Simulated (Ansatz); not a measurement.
The compound is AgCl (Chlorargyrite).

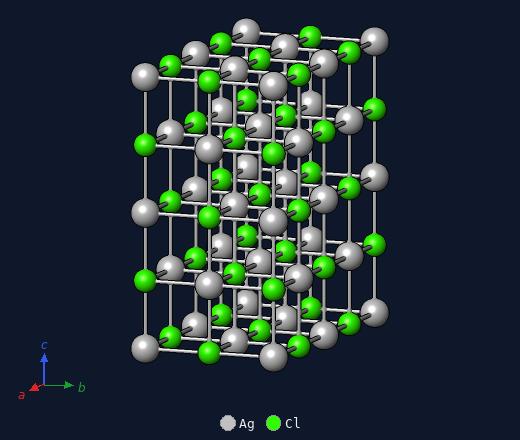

The structure (silver light grey, chlorine green). 2×1×2 conventional cells are drawn. Some periodic images of atoms are drawn too.

The database entry behind the starting cell differs from later determinations by our own check (an axis about 1.4 % short against later determinations), so it need not match the best structure at ambient conditions.

Symmetry: Fm-3m, No. 225, cubic system. The conventional cell has a = 5.470 Å, b = 5.470 Å, c = 5.470 Å, α = 90.00°, β = 90.00°, γ = 90.00°. Ag has 6 Cl at 2.73 Å nearest. Cl has 6 Ag at 2.73 Å nearest. Farther neighbours and most contacts between anions are not listed.

```
Ag Cl
1.0
     0.00000   -2.73500   -2.73500
     2.73500    0.00000   -2.73500
     2.73500   -2.73500    0.00000
Ag Cl
1 1
Direct
  0.00000 0.00000 0.00000
  0.50000 0.50000 0.50000
```

The cell and positions come from the Crystallography Open Database and are kept as given unless a step says otherwise. PAW set soft_2, made with PBE.

A constrained-RPA run (Ansatz 0.2.0; non-magnetic LDA; Ag d + anion p, bands v8 to v1, 6×6×6 mesh, medium accuracy) builds 8 functions on bands 5.7 eV wide, with 16.0 electrons in the window. The bare on-site interaction is 18.6 eV and the bare J 0.71 eV.

Q: What U and J survive the screening?

On the Ag d shell, U = 5.91 eV (32 % of the bare value), U′ = 4.82 eV, J = 0.54 eV.

The parent state is non-magnetic and the interaction static (zero frequency); U depends on the window and the orbitals, so it belongs to this model alone. A window that holds the anion p bands defines a model with explicit ligands; its U belongs to that model and is not the U of DFT+U.

[Paths, hosts, dates, memory and timing lines, banners, echoed tables and standing remarks are left out of the program output.]

[Logs are printed without paths, hosts, clocks, repeated set-up lines and the standing remarks that a program may print on its own settings, such as how far it seeks lower states.]

[Runs of the session that timed out or met a known fault of the program may be left out.]

[Hosts, paths, dates, database ids (printed as entryN), source tags and the programs' standing remarks are cut or masked in the printed files.]
